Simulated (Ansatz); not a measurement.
System: CoO, space group F-43m (No. 216) (cell built by us, not taken from a database).

The given structure:
```
CELL_PARAMETERS angstrom
0.00000 2.17448 2.17448
2.17448 0.00000 2.17448
2.17448 2.17448 0.00000
ATOMIC_POSITIONS crystal
Co 0.00000 0.00000 0.00000
O 0.25000 0.25000 0.25000
```

One of the inputs:
```
crystal:
  lattice:
    - [0.0, 2.174480496, 2.174480496]
    - [2.174480496, 0.0, 2.174480496]
    - [2.174480496, 2.174480496, 0.0]
  atoms:
    - { symbol: Co, position: [0.0, 0.0, 0.0] }
    - { symbol: O, position: [0.25, 0.25, 0.25] }
basis:
  ecutwfc: 420
kpoints:
  mp_grid: { grid: [16, 16, 16] }
hamiltonian:
  xc: pbesol
scf:
  occupations: { method: gaussian, width: 0.1 }
  lower_state_search: "off"
output:
  forces: true
  stress: true
  eigenvalues: true
magnetization:
  spin_polarized: true
  initial_magnetization: 2.0
  spin_locking: { lock_magnetization: hard }
```

Run as:
```bash
ansatz run input.yaml --threads 1 --pin off --max-ram 2560MiB --backend cpu --events-out ev --progress --plain --runs-dir out
```

Computed with Ansatz 0.2.0: fixed-spin-moment curve at fixed atoms: the total collinear moment of the cell is held, energies count from the lowest point of the curve, pressure is positive in compression; plane-wave DFT of a periodic cell. Level: PBEsol, collinear spin.

cell charge 0 e; exact exchange fraction 0; potentials PAW default; wave cutoff 420 eV; k mesh 16x16x16; occupation rule Gaussian; occupation width 0.1 eV.

Predict the energy above the lowest and pressure against held cell moment. The held cell moment takes the values 0.0, 0.5, 1.0, 1.5, 2.0, 2.5, 3.0, 3.5, 4.0 μB.

The energy above the lowest is 79 meV/atom at held cell moment 0.0 μB and 1177 meV/atom at 4.0 μB; the lowest computed point is at held cell moment 2.0 μB (0 meV/atom). The pressure rises from −7.1 GPa at held cell moment 0.0 μB to 30.7 GPa at 4.0 μB, and changes sign near 1.8 μB.

| held cell moment (μB) | energy above the lowest (meV/atom) | pressure (GPa) |
| --- | --- | --- |
| 0.0 | 79 | −7.1 |
| 0.5 | 73 | −6.6 |
| 1.0 | 51 | −5.2 |
| 1.5 | 9 | −2.9 |
| 2.0 | 0 | 1.7 |
| 2.5 | 13 | 7.2 |
| 3.0 | 48 | 13.5 |
| 3.5 | 471 | 21.2 |
| 4.0 | 1177 | 30.7 |

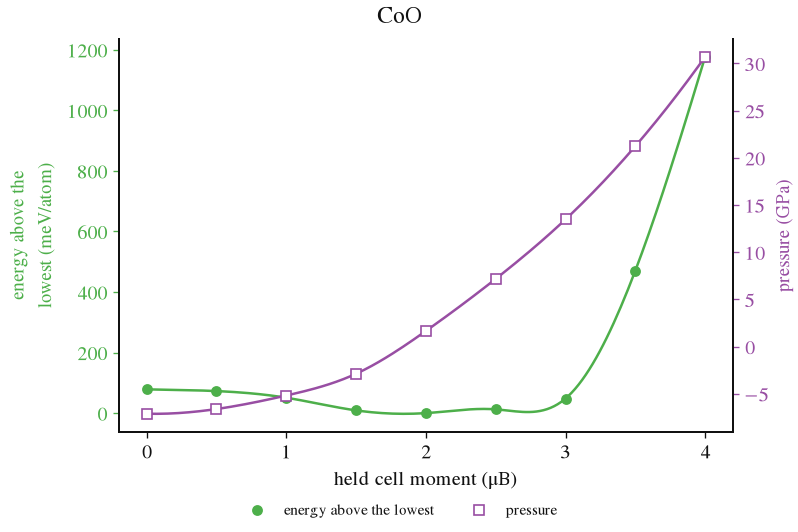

Note: one run started without moments.
